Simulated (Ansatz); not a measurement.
**Run report: Ta₂Si, geometry relaxation (part 2 of 2)**

The same run, continued: Ta₂Si (I4/mcm, 12 atoms in the cell); DFT PBEsol, scalar-relativistic, plane waves, PAW, no spin polarisation (Ansatz 0.2.0); cutoff 420 eV, 6×6×8 k-mesh, Gaussian smearing of 0.1 eV. The structure derives from a Materials Project entry. It belongs to a series of runs on one base structure; here: strain along c alone, the other axes held, atoms relaxed: +1.0 %.

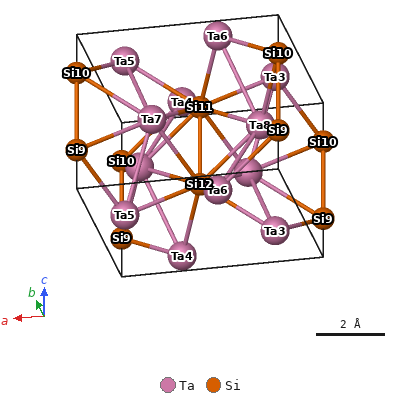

Figure 1. The geometry at step 2 of the log (ball-and-stick view of the cell of the calculation, seen at an oblique angle; atoms are numbered from 1 in the order of the input).

Output, continued
```
  k-point 0: bands = ["-50.2373", "-50.1983", "-50.1901", "-50.1901", "-50.1844", "-50.1842", "-50.1565", "-50.1565", "-17.1094", "-17.0617", "-16.9581", "-16.9518", "-16.9495", "-16.9495", "-16.8943", "-16.8943", "-16.8614", "-16.8614", "-16.8601", "-16.8598", "-16.7728", "-16.7342", "-16.6962", "-16.6502", "-16.6307", "-16.4669", "-16.4669", "-16.4620", "-16.4620", "-16.3900", "-16.3414", "-16.3414", "5.4825", "7.5937", "9.9853", "10.3064", "11.1885", "11.1885", "11.6775", "12.5718", "12.7648", "13.2678", "13.2678", "13.8388", "13.8388", "14.2535", "14.9084", "14.9084", "14.9637", "15.0117", "15.0117", "15.2462", "15.5160", "16.0805", "16.4409", "16.4841", "16.5375", "16.5375", "17.3056", "17.5996", "17.7128", "17.7561", "18.2157", "18.2157", "18.3875", "18.8842", "18.8842", "19.1174", "19.1174", "19.1991", "20.0254", "20.8958"]
  k-point 1: bands = ["-50.2353", "-50.1978", "-50.1888", "-50.1888", "-50.1862", "-50.1849", "-50.1578", "-50.1578", "-17.0845", "-17.0542", "-16.9875", "-16.9807", "-16.9717", "-16.9717", "-16.8709", "-16.8709", "-16.8676", "-16.8563", "-16.8563", "-16.8533", "-16.7328", "-16.7307", "-16.6977", "-16.6572", "-16.6121", "-16.5143", "-16.5143", "-16.4200", "-16.4200", "-16.4177", "-16.3421", "-16.3421", "5.5862", "7.6484", "9.6973", "9.7830", "11.2254", "11.2254", "12.3064", "12.8715", "12.8782", "13.1097", "13.1097", "13.9258", "13.9258", "14.1378", "14.5438", "14.9610", "14.9610", "15.0488", "15.0488", "15.2095", "15.9472", "16.1213", "16.2624", "16.5656", "16.5656", "16.9849", "17.0326", "17.3951", "17.4627", "18.0413", "18.0413", "18.2118", "18.3187", "18.9414", "18.9414", "19.1099", "19.1099", "19.4307", "19.5126", "20.5723"]
  k-point 2: bands = ["-50.2296", "-50.1962", "-50.1920", "-50.1864", "-50.1852", "-50.1852", "-50.1614", "-50.1614", "-17.0434", "-17.0327", "-17.0278", "-17.0135", "-16.9902", "-16.9902", "-16.8972", "-16.8972", "-16.8899", "-16.8348", "-16.7927", "-16.7927", "-16.7287", "-16.7018", "-16.6766", "-16.6572", "-16.5766", "-16.5642", "-16.5642", "-16.4953", "-16.3863", "-16.3863", "-16.3441", "-16.3441", "5.8918", "7.8109", "8.7504", "9.3452", "11.3453", "11.3453", "12.7338", "12.7338", "13.2042", "13.2988", "13.6036", "13.8794", "14.0458", "14.1582", "14.1582", "15.0205", "15.0205", "15.0992", "15.1876", "15.1876", "16.0779", "16.4294", "16.5651", "16.5651", "16.6632", "16.7472", "16.8524", "17.0423", "17.6124", "17.7286", "17.7286", "18.1692", "18.2414", "18.7684", "18.7684", "18.9177", "19.3940", "19.3940", "20.0543", "20.3859"]
  k-point 49: bands = ["-50.2010", "-50.2010", "-50.2010", "-50.2010", "-50.1734", "-50.1734", "-50.1734", "-50.1734", "-16.9729", "-16.9729", "-16.9729", "-16.9729", "-16.9640", "-16.9640", "-16.9640", "-16.9640", "-16.8312", "-16.8312", "-16.8312", "-16.8312", "-16.6751", "-16.6751", "-16.6751", "-16.6751", "-16.6078", "-16.6078", "-16.6078", "-16.6078", "-16.3588", "-16.3588", "-16.3588", "-16.3588", "7.7650", "7.7650", "7.7650", "7.7650", "11.7633", "11.7633", "11.7633", "11.7633", "13.9876", "13.9876", "13.9876", "13.9876", "14.6666", "14.6666", "14.6666", "14.6666", "15.3591", "15.3591", "15.3591", "15.3591", "15.5913", "15.5913", "15.5913", "15.5913", "16.4131", "16.4131", "16.4131", "16.4131", "18.2639", "18.2639", "18.2639", "18.2639", "19.2806", "19.2806", "19.2806", "19.2806", "20.3531", "20.3531", "20.3531", "20.3531"]
--- Relaxed structure (3 steps of the walk, 2 accepted, 0 SCFs on fresh bases) ---
  F+E_penalty+E_count = -80945.23090113 eV   max|allowed force component| = 3.163e-4 eV/Å
  atoms:
    - { symbol: Ta, position: [0.3367460245408745, 0.16325397545912543, 0.5] }
    - { symbol: Ta, position: [0.8367460245408744, 0.3367460245408745, 0.5] }
    - { symbol: Ta, position: [0.16325397545912543, 0.3367460245408745, -6.404541613731976e-37] }
    - { symbol: Ta, position: [0.6632539754591255, 0.16325397545912543, -1.8228310746775627e-36] }
    - { symbol: Ta, position: [0.8367460245408744, 0.6632539754591255, 3.49786503519208e-36] }
    - { symbol: Ta, position: [0.3367460245408745, 0.8367460245408744, 1.724299665235532e-36] }
    - { symbol: Ta, position: [0.6632539754591255, 0.8367460245408744, 0.5] }
    - { symbol: Ta, position: [0.16325397545912543, 0.6632539754591255, 0.5] }
    - { symbol: Si, position: [-1.1778238373533779e-20, 8.83367878015033e-21, 0.25] }
    - { symbol: Si, position: [-1.1778238373533777e-20, 8.833678780150332e-21, 0.75] }
    - { symbol: Si, position: [0.49999999999999994, 0.49999999999999994, 0.75] }
    - { symbol: Si, position: [0.49999999999999994, 0.49999999999999994, 0.25] }
```

Trajectory as extended XYZ (Å, eV, eV/Å), 3 frames, from step=1 to step=3
```
12
Lattice="6.1368 0.0000 0.0000 0.0000 6.1368 0.0000 0.0000 0.0000 5.0902" Properties=species:S:1:pos:R:3:forces:R:3 step=1 energy=-80945.23070
Ta    2.0677    1.0007    2.5451   -0.0210   0.0210   0.0000
Ta    5.1361    2.0677    2.5451   -0.0210  -0.0210   0.0000
Ta    1.0007    2.0677    0.0000    0.0210  -0.0210   0.0000
Ta    4.0691    1.0007    0.0000    0.0210   0.0210   0.0000
Ta    5.1361    4.0691    0.0000   -0.0210   0.0210   0.0000
Ta    2.0677    5.1361    0.0000   -0.0210  -0.0210   0.0000
Ta    4.0691    5.1361    2.5451    0.0210  -0.0210   0.0000
Ta    1.0007    4.0691    2.5451    0.0210   0.0210   0.0000
Si    0.0000    0.0000    1.2725    0.0000   0.0000   0.0000
Si    0.0000    0.0000    3.8176    0.0000   0.0000   0.0000
Si    3.0684    3.0684    3.8176    0.0000   0.0000   0.0000
Si    3.0684    3.0684    1.2725    0.0000   0.0000   0.0000
12
Lattice="6.1368 0.0000 0.0000 0.0000 6.1368 0.0000 0.0000 0.0000 5.0902" Properties=species:S:1:pos:R:3:forces:R:3 step=2 energy=-80945.22977 accepted=F
Ta    2.0637    1.0047    2.5451    0.0505  -0.0505   0.0000
Ta    5.1321    2.0637    2.5451    0.0505   0.0505   0.0000
Ta    1.0047    2.0637    0.0000   -0.0505   0.0505   0.0000
Ta    4.0731    1.0047    0.0000   -0.0505  -0.0505   0.0000
Ta    5.1321    4.0731    0.0000    0.0505  -0.0505   0.0000
Ta    2.0637    5.1321    0.0000    0.0505   0.0505   0.0000
Ta    4.0731    5.1321    2.5451   -0.0505   0.0505   0.0000
Ta    1.0047    4.0731    2.5451   -0.0505  -0.0505   0.0000
Si    0.0000    0.0000    1.2725    0.0000   0.0000   0.0000
Si    0.0000    0.0000    3.8176    0.0000   0.0000   0.0000
Si    3.0684    3.0684    3.8176    0.0000   0.0000   0.0000
Si    3.0684    3.0684    1.2725    0.0000   0.0000   0.0000
12
Lattice="6.1368 0.0000 0.0000 0.0000 6.1368 0.0000 0.0000 0.0000 5.0902" Properties=species:S:1:pos:R:3:forces:R:3 step=3 energy=-80945.23090
Ta    2.0665    1.0018    2.5451   -0.0003   0.0003   0.0000
Ta    5.1349    2.0665    2.5451   -0.0003  -0.0003   0.0000
Ta    1.0018    2.0665    0.0000    0.0003  -0.0003   0.0000
Ta    4.0702    1.0018    0.0000    0.0003   0.0003   0.0000
Ta    5.1349    4.0702    0.0000   -0.0003   0.0003   0.0000
Ta    2.0665    5.1349    0.0000   -0.0003  -0.0003   0.0000
Ta    4.0702    5.1349    2.5451    0.0003  -0.0003   0.0000
Ta    1.0018    4.0702    2.5451    0.0003   0.0003   0.0000
Si    0.0000    0.0000    1.2725    0.0000   0.0000   0.0000
Si    0.0000    0.0000    3.8176    0.0000   0.0000   0.0000
Si    3.0684    3.0684    3.8176    0.0000   0.0000   0.0000
Si    3.0684    3.0684    1.2725    0.0000   0.0000   0.0000
```

The run was set up as follows.

Input file
```yaml
crystal:
  lattice:
    - [6.136753438, 0.0, 0.0]
    - [0.0, 6.136753438, 0.0]
    - [0.0, 0.0, 5.0901967118]
  atoms:
    - { symbol: Ta, position: [0.3369338061, 0.1630661939, 0.5] }
    - { symbol: Ta, position: [0.8369338061, 0.3369338061, 0.5] }
    - { symbol: Ta, position: [0.1630661939, 0.3369338061, 0.0] }
    - { symbol: Ta, position: [0.6630661939, 0.1630661939, 0.0] }
    - { symbol: Ta, position: [0.8369338061, 0.6630661939, 0.0] }
    - { symbol: Ta, position: [0.3369338061, 0.8369338061, 0.0] }
    - { symbol: Ta, position: [0.6630661939, 0.8369338061, 0.5] }
    - { symbol: Ta, position: [0.1630661939, 0.6630661939, 0.5] }
    - { symbol: Si, position: [0.0, 0.0, 0.25] }
    - { symbol: Si, position: [0.0, 0.0, 0.75] }
    - { symbol: Si, position: [0.5, 0.5, 0.75] }
    - { symbol: Si, position: [0.5, 0.5, 0.25] }
basis:
  ecutwfc: 420
kpoints:
  mp_grid: { grid: [6, 6, 8] }
hamiltonian:
  xc: pbesol
scf:
  occupations: { method: gaussian, width: 0.1 }
output:
  forces: true
  stress: true
  eigenvalues: true
relax:
  adjacent_minimum: "off"
  f_tol: 0.008
  max_steps: 40
```

Launched with:
```bash
ansatz run input.yaml --threads 1 --pin off --max-ram 2560MiB --backend cpu --events-out ev --progress --plain --runs-dir out
```

Key numbers

- outcome: converged
- space group (tolerance 0.01 Å): I4/mcm (140)
- electrons treated: 120
- free energy: −80945.2309 eV
- Fermi energy: 17.484 eV
- gap on the k-point mesh: none (metallic)
- pressure: −2.19 GPa
- final volume: 191.70 Å³
- largest force (length of the vector) at the end: under 0.001 eV/Å
- final cell: a = 6.137 Å, b = 6.137 Å, c = 5.090 Å, α = 90.00°, β = 90.00°, γ = 90.00°
- hardware: 1 thread of Arm Neoverse V1, 24 GiB of memory available, shared host
- wall time: 2.7 min
- peak memory: 0.74 GiB

Notes

Warnings of the run: the SCF threshold is looser than advised for the printed stress. Spin–orbit coupling is left out, which matters for Ta.
